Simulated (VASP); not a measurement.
# Band-structure calculation, with input and output: CdSe

The run: band-structure calculation of CdSe (F-43m, 2 atoms in the cell). Method and program: DFT, r2SCAN, plane waves, PAW (VASP 6.6.1).

The structure was built on a prototype by a generator. The geometry comes from this level: r2SCAN (a point of a series of strains). It belongs to a series of runs on one base structure; here: hydrostatic strain +2.0%.

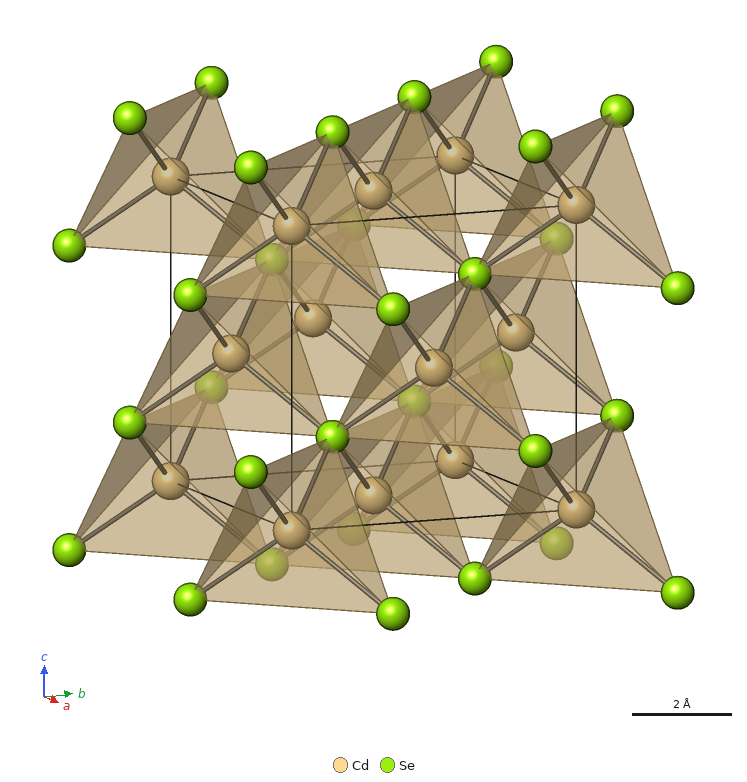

*The input geometry (polyhedral view of the cell 4 times as large as that of the calculation, set on its symmetry axes, seen slightly off an axis; polyhedra are completed across the faces of the cell). An atom can appear more than once, as a periodic image.*

### INCAR
```
ENCUT = 520.000000
SIGMA = 0.010000
EDIFF = 1.00e-07
ALGO = Normal
METAGGA = R2SCAN
PREC = Accurate
IBRION = -1
ISIF = 2
ISMEAR = 0
NBANDS = 16
NELM = 120
NSW = 0
LASPH = .TRUE.
LCHARG = .TRUE.
LELF = .TRUE.
LWAVE = .FALSE.
LREAL = .FALSE.
```

### KPOINTS
```
KPOINTS created by Atomic Simulation Environment
0
Gamma
8 8 8
0 0 0
```

### KPOINTS_OPT
```
special points
6
Reciprocal
0.0000000000 0.0000000000 0.0000000000 1
-0.5000000000 -0.5000000000 0.0000000000 1
-0.3750000000 -0.3750000000 0.2500000000 1
-0.3750000000 0.0000000000 0.3750000000 1
0.0000000000 0.0000000000 0.5000000000 1
-0.5000000000 -0.2500000000 0.2500000000 1
```

### POSCAR
```
Cd Se
 1.0000000000000000
     0.0000000000000000    3.1291365846999999    3.1291365846999999
     3.1291365846999999    0.0000000000000000    3.1291365846999999
     3.1291365846999999    3.1291365846999999    0.0000000000000000
 Cd  Se
   1   1
Cartesian
  0.0000000000000000  0.0000000000000000  0.0000000000000000
  1.5645682923499997  1.5645682923499997  1.5645682923499997
```

Hardware: 1 CPU thread, shared host.

Run as:
```bash
mpirun -np 1 vasp_std
```

### OSZICAR
```
N       E                     dE             d eps       ncg     rms          rms(c)
DAV:   1     0.732631802681E+02    0.73263E+02   -0.88030E+03   936   0.102E+03
DAV:   2    -0.365664145365E+02   -0.10983E+03   -0.10389E+03  1088   0.248E+02
DAV:   3    -0.407895223189E+02   -0.42231E+01   -0.42144E+01  1080   0.511E+01
DAV:   4    -0.408062637581E+02   -0.16741E-01   -0.16741E-01  1192   0.333E+00
DAV:   5    -0.408063757301E+02   -0.11197E-03   -0.11197E-03  1136   0.236E-01    0.489E+00
DAV:   6    -0.359038034074E+02    0.49026E+01   -0.31135E+00   976   0.231E+01    0.687E+00
DAV:   7    -0.358690409281E+02    0.34762E-01   -0.21141E-01  1120   0.460E+00    0.400E+00
DAV:   8    -0.358832728820E+02   -0.14232E-01   -0.74196E-02  1128   0.279E+00    0.778E-01
DAV:   9    -0.358884230861E+02   -0.51502E-02   -0.83598E-03  1176   0.725E-01    0.239E-01
DAV:  10    -0.358884958237E+02   -0.72738E-04   -0.25750E-03  1216   0.491E-01    0.136E-01
DAV:  11    -0.358884366733E+02    0.59150E-04   -0.13389E-04  1032   0.157E-01    0.691E-02
DAV:  12    -0.358884230798E+02    0.13594E-04   -0.18392E-04  1136   0.155E-01    0.223E-02
DAV:  13    -0.358884206814E+02    0.23984E-05   -0.59290E-06  1064   0.336E-02    0.592E-03
DAV:  14    -0.358884200180E+02    0.66336E-06   -0.10774E-06  1088   0.116E-02    0.558E-04
DAV:  15    -0.358884199943E+02    0.23676E-07   -0.73868E-08   656   0.304E-03
   1 F= -.35888420E+02 E0= -.35888420E+02  d E =-.337539E-20
       N       E                     dE             ncg
DAV:   1     0.841111611478E+03   -0.29165E+04      200
DAV:   2     0.191970056743E+03   -0.64914E+03      240
DAV:   3     0.167794509423E+03   -0.24176E+02      216
DAV:   4     0.167693512266E+03   -0.10100E+00      264
DAV:   5     0.167692804354E+03   -0.70791E-03      216
DAV:   6     0.167692794564E+03   -0.97897E-05      280
DAV:   7     0.167692794402E+03   -0.16239E-06      216
DAV:   8     0.167692794398E+03   -0.33467E-08      224
```

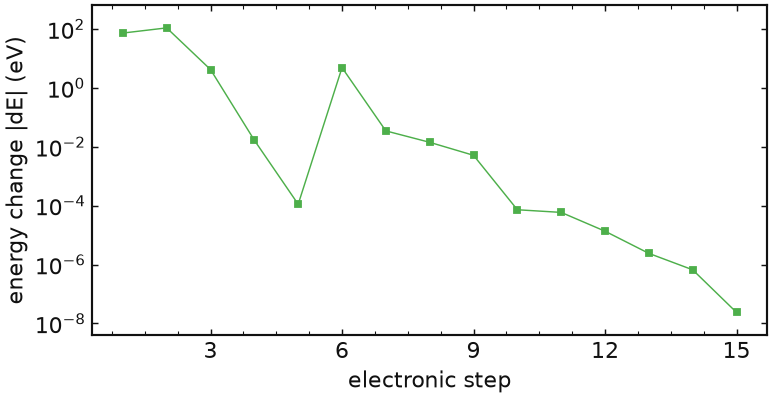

*Convergence of the self-consistent field: energy change |dE| against the electronic step.*

It takes 15 electronic steps. The density is held fixed in the first few steps, and dE rises again when its update begins.

### Parts of OUTCAR
```
k-points           NKPTS =     29   k-points in BZ     NKDIM =     29   number of bands    NBANDS=     16

   NELECT =      18.0000    total number of electrons

   dimension x,y,z NGX =    36 NGY =   36 NGZ =   36
   dimension x,y,z NGXF=    72 NGYF=   72 NGZF=   72

  energy-cutoff  :      520.00
  volume of cell :       61.28
      direct lattice vectors                 reciprocal lattice vectors
     0.000000000  3.129136585  3.129136585    -0.159788487  0.159788487  0.159788487
     3.129136585  0.000000000  3.129136585     0.159788487 -0.159788487  0.159788487
     3.129136585  3.129136585  0.000000000     0.159788487  0.159788487 -0.159788487

 k-points in reciprocal lattice and weights: KPOINTS created by Atomic Simulation Env
   0.00000000  0.00000000  0.00000000       0.002
   0.12500000  0.00000000  0.00000000       0.016
   0.25000000  0.00000000  0.00000000       0.016
   0.37500000  0.00000000  0.00000000       0.016
   0.50000000  0.00000000  0.00000000       0.008
   0.12500000  0.12500000  0.00000000       0.012
   0.25000000  0.12500000  0.00000000       0.047
   0.37500000  0.12500000  0.00000000       0.047
   0.50000000  0.12500000  0.00000000       0.047
  -0.37500000  0.12500000  0.00000000       0.047
  -0.25000000  0.12500000  0.00000000       0.047
  -0.12500000  0.12500000  0.00000000       0.023
   0.25000000  0.25000000  0.00000000       0.012
   0.37500000  0.25000000  0.00000000       0.047
   0.50000000  0.25000000  0.00000000       0.047
  -0.37500000  0.25000000  0.00000000       0.047
  -0.25000000  0.25000000  0.00000000       0.023
   0.37500000  0.37500000  0.00000000       0.012
   0.50000000  0.37500000  0.00000000       0.047
  -0.37500000  0.37500000  0.00000000       0.023
   0.50000000  0.50000000  0.00000000       0.006
   0.37500000  0.25000000  0.12500000       0.047
   0.50000000  0.25000000  0.12500000       0.094
  -0.37500000  0.25000000  0.12500000       0.047
   0.50000000  0.37500000  0.12500000       0.047
  -0.37500000  0.37500000  0.12500000       0.094
  -0.25000000  0.37500000  0.12500000       0.047
  -0.37500000  0.50000000  0.12500000       0.023
  -0.25000000  0.50000000  0.25000000       0.012

 E-fermi :   0.0606

 k-point     1 :       0.0000    0.0000    0.0000
  band No.  band energies     occupation
      1     -12.5605      2.00000
      2      -7.9237      2.00000
      3      -7.9237      2.00000
      4      -7.9237      2.00000
      5      -7.6131      2.00000
      6      -7.6131      2.00000
      7      -0.0001      2.00000
      8      -0.0001      2.00000
      9      -0.0001      2.00000
     10       0.8919      0.00000
     11       6.4557      0.00000
     12       6.4557      0.00000
     13       6.4557      0.00000
     14       9.9218      0.00000
     15      11.4488      0.00000
     16      11.4488      0.00000

 k-point     2 :       0.1250    0.0000    0.0000
  band No.  band energies     occupation
      1     -12.5158      2.00000
      2      -7.9096      2.00000
      3      -7.9096      2.00000
      4      -7.8773      2.00000
      5      -7.6136      2.00000
      6      -7.6136      2.00000
      7      -1.0638      2.00000
      8      -0.1059      2.00000
      9      -0.1059      2.00000
     10       1.8031      0.00000
     11       6.1756      0.00000
     12       6.6409      0.00000
     13       6.6409      0.00000
     14      10.6833      0.00000
     15      10.7015      0.00000
     16      10.7015      0.00000

 k-point     3 :       0.2500    0.0000    0.0000
  band No.  band energies     occupation
      1     -12.4071      2.00000
      2      -7.8785      2.00000
      3      -7.8785      2.00000
      4      -7.7293      2.00000
      5      -7.6110      2.00000
      6      -7.6110      2.00000
      7      -2.4152      2.00000
      8      -0.3423      2.00000
      9      -0.3423      2.00000
     10       2.5634      0.00000
     11       6.2630      0.00000
     12       6.9242      0.00000
     13       6.9242      0.00000
     14      10.3940      0.00000
     15      10.4634      0.00000
     16      10.4634      0.00000

 k-point     4 :       0.3750    0.0000    0.0000
  band No.  band energies     occupation
      1     -12.2974      2.00000
      2      -7.8533      2.00000
      3      -7.8532      2.00000
      4      -7.6013      2.00000
      5      -7.6013      2.00000
      6      -7.5028      2.00000
      7      -3.4955      2.00000
      8      -0.5579      2.00000
      9      -0.5579      2.00000
     10       2.7374      0.00000
     11       6.9431      0.00000
     12       6.9431      0.00000
     13       7.0698      0.00000
     14      10.0923      0.00000
     15      11.3310      0.00000
     16      11.3310      0.00000

 k-point     5 :       0.5000    0.0000    0.0000
  band No.  band energies     occupation
      1     -12.2518      2.00000
      2      -7.8449      2.00000
      3      -7.8449      2.00000
      4      -7.5947      2.00000
      5      -7.5947      2.00000
      6      -7.3694      2.00000
      7      -3.9374      2.00000
      8      -0.6423      2.00000
      9      -0.6423      2.00000
     10       2.7313      0.00000
     11       6.8926      0.00000
     12       6.8926      0.00000
     13       7.5441      0.00000
     14      10.2858      0.00000
     15      12.4987      0.00000
     16      12.4987      0.00000

 [... the levels of 23 k-points are left out ...]

 k-point    29 :      -0.2500    0.5000    0.2500
  band No.  band energies     occupation
      1     -12.1550      2.00000
      2      -7.7665      2.00000
      3      -7.7626      2.00000
      4      -7.6411      2.00000
      5      -7.6065      2.00000
      6      -7.2191      2.00000
      7      -3.5809      2.00000
      8      -1.9750      2.00000
      9      -1.8924      2.00000
     10       5.1440      0.00000
     11       5.4975      0.00000
     12       6.8791      0.00000
     13       7.9968      0.00000
     14      10.6974      0.00000
     15      12.9522      0.00000
     16      13.3855      0.00000

  Total       -0.9682952     -0.9682952     -0.9682952      0.0000000      0.0000000      0.0000000
  in kB      -25.3171501    -25.3171501    -25.3171501      0.0000000      0.0000000      0.0000000
  external PRESSURE =     -25.3171501 kB  Pullay stress =       0.0000000 kB

 POSITION                                       TOTAL-FORCE (eV/Angst)
 -----------------------------------------------------------------------------------
      0.00000      0.00000      0.00000        -0.000000     -0.000000     -0.000000
      1.56457      1.56457      1.56457         0.000000      0.000000      0.000000
 -----------------------------------------------------------------------------------
    total drift:                                0.000000      0.000000      0.000000

  FREE ENERGIE OF THE ION-ELECTRON SYSTEM (eV)
  ---------------------------------------------------
  free  energy   TOTEN  =       -35.8884199943 eV

  energy  without entropy=      -35.8884199943  energy(sigma->0) =      -35.88841999
```

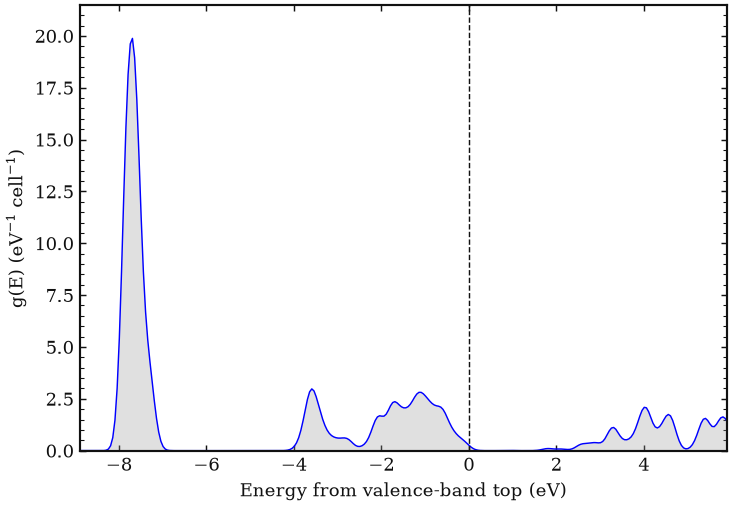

*Density of states (the curve is built from the levels of the k mesh with Gaussians 0.3 eV wide, which also blur the band edges), with energies from the valence-band top.*

There is a gap of 0.89 eV on the k-point mesh. Small ripples come from the finite k-point mesh.

### Results in brief

| quantity | value |
| --- | --- |
| outcome | converged |
| space group (tolerance 0.01 Å) | F-43m (216) |
| electrons treated | 18 |
| free energy | −35.8884 eV |
| Fermi energy | 0.061 eV |
| band gap | 0.89 eV |
| pressure | −2.53 GPa |
| largest force (length of the vector) | under 0.001 eV/Å |
| wall time | 100 s |
| peak memory | 0.22 GiB |
